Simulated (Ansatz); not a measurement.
PbS

The calculation's input:

```
crystal:
  lattice:
    - [2.9405, -2.9, 0.0]
    - [2.9405, 2.9, 0.0]
    - [-1.08005, 0.0, 11.4751042]
  atoms:
    - { symbol: Pb, position: [0.7756, 0.7756, 0.63638] }
    - { symbol: Pb, position: [0.2244, 0.2244, 0.36362] }
    - { symbol: S, position: [0.2684, 0.2684, 0.5986] }
    - { symbol: S, position: [0.7316, 0.7316, 0.4014] }
kpoints:
  mp_grid: { grid: [7, 7, 3] }
scf:
  occupations: { method: fermi_dirac, width: 0.01 }
hamiltonian:
  xc: pbesol
  pseudopotentials: { kind: paw }
output:
  forces: true
  stress: true
  eigenvalues: true
  efg: { contact_densities: true }
  write_density: true
  write_potential: true
  elf: true
  volumetric_format: npy
```

Launched as:

```sh
ansatz run input.yaml --threads 1 --pin off --max-ram 6144MiB --backend cpu --events-out ev --progress --plain --runs-dir out
```

Below, planes, directions and counts refer to the conventional cell (a = 5.88 Å, b = 5.80 Å, c = 11.53 Å, α = 90.00°, β = 95.38°, γ = 90.00°).

Space group C2/m; changed on purpose from its base cell (zz strain of -2 %, PAW files); not relaxed (largest force 0.5 eV/Å).

The calculation used Ansatz, DFT, PBEsol, PAW with Ansatz's default frozen-core files, scalar-relativistic.

### What can the converged valence pseudo-density and electron localisation function tell about the bonding?

Pb–S (2.93 Å): ρ at the midpoint is about 0.24 e/Å³; the ELF peaks at about 0.85 in the valence shell of S, 0.8 Å from its nucleus, and drops to about 0.20 between the two atoms.

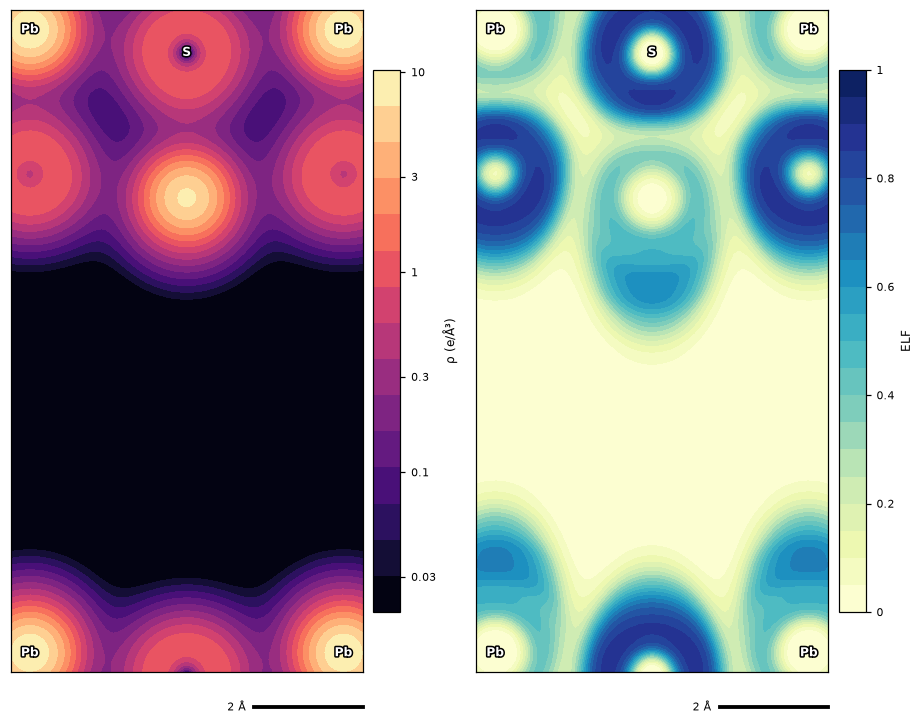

Computed valence pseudo-density and electron localisation function on the (100) plane of the conventional cell, in this order. Atoms just off the plane (Pb, 0.3 Å away and S, 0.3 Å away) can leave unmarked features too.
